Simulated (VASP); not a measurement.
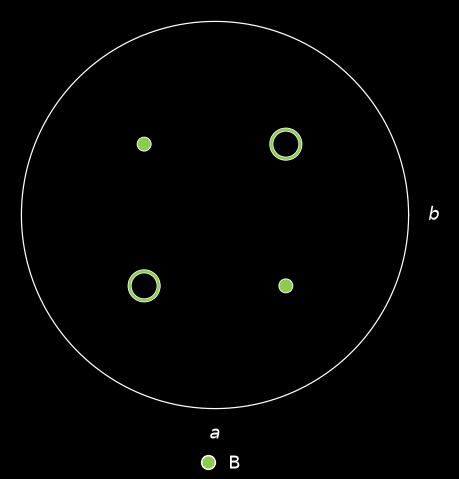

For BN, the end point of a relaxation with VASP Kohn-Sham DFT of a periodic cell, revPBE with D4, VASP PAW PBE potentials, recommended in VASP: directions from one nitrogen atom at (1/4, 1/4, 3/4) to its bonded neighbours, in stereographic projection down c (filled: above the plane of the page or in it, open: below). Geometry calculated from the standardised cell; symmetry tolerance 0.002 Å.

Neighbours are counted up to 1.80 Å for B.

```cif
data_structure
_symmetry_space_group_name_H-M 'P 1'
_symmetry_Int_Tables_number 1
_cell_length_a 3.5952
_cell_length_b 3.5952
_cell_length_c 3.5952
_cell_angle_alpha 90.000
_cell_angle_beta 90.000
_cell_angle_gamma 90.000
_cell_volume 46.47
loop_
_atom_site_label
_atom_site_type_symbol
_atom_site_fract_x
_atom_site_fract_y
_atom_site_fract_z
_atom_site_occupancy
N1 N 0.25000 0.25000 0.75000 1
B1 B 0.00000 0.00000 0.00000 1
N2 N 0.25000 0.75000 0.25000 1
B2 B 0.00000 0.50000 0.50000 1
N3 N 0.75000 0.25000 0.25000 1
B3 B 0.50000 0.00000 0.50000 1
N4 N 0.75000 0.75000 0.75000 1
B4 B 0.50000 0.50000 0.00000 1
```

> How many neighbours are there, and at what angles?

4: 4 B at 1.56 Å. Angles between bonds: 109° (6×).

> What is the site's symmetry in the crystal?

Point group -43m (Td), order 24: three −4 axes, four threefold axes, six mirror planes. In F-43m, No. 216 this is Wyckoff position 4d.
